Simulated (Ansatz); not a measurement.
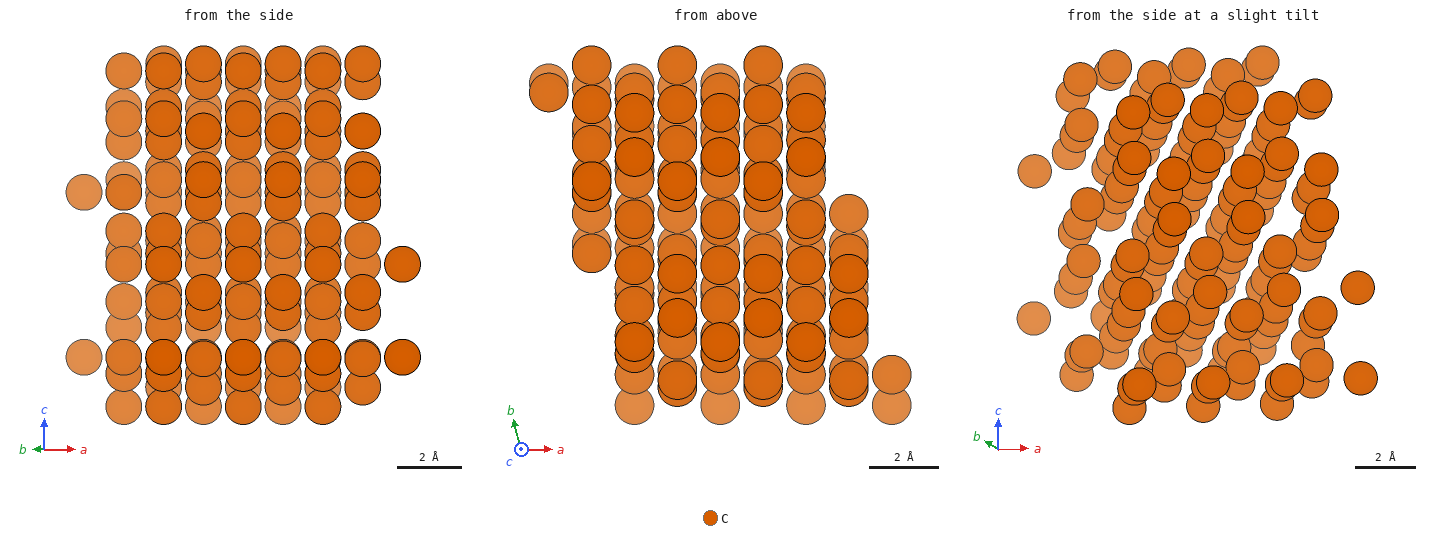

A spheres-only picture of a periodic slab, seen from the side, from above and from the side at a slight tilt. The surface normal points up in side views; the vacuum is left out. 3×2 cells are drawn in the plane, with atoms at the edges repeated.

The cell holds 24 C. The slab was cut from bulk C (P6_3/mmc).

How thick is it?

Answer. About 11 Å from the lowest to the highest atom.

Along which plane was the crystal cut?

Answer. (1 0 1).

Setup: Ansatz 0.2.0, DFT PBEsol, scalar-relativistic, plane waves, PAW; a plane-wave cutoff of 420 eV, k-points on an 11×6×1 grid, Gaussian smearing of 0.05 eV, no spin polarisation.

Estimate the work function for the two faces.

Answer. 5.30 eV at the top and 4.97 eV at the bottom.

Its origin is an entry, possibly a prediction, of the Crystallography Open Database, from which a slab was cut. The atoms were relaxed in a fixed cell with DFT PBEsol, scalar-relativistic, plane waves, PAW in Ansatz.
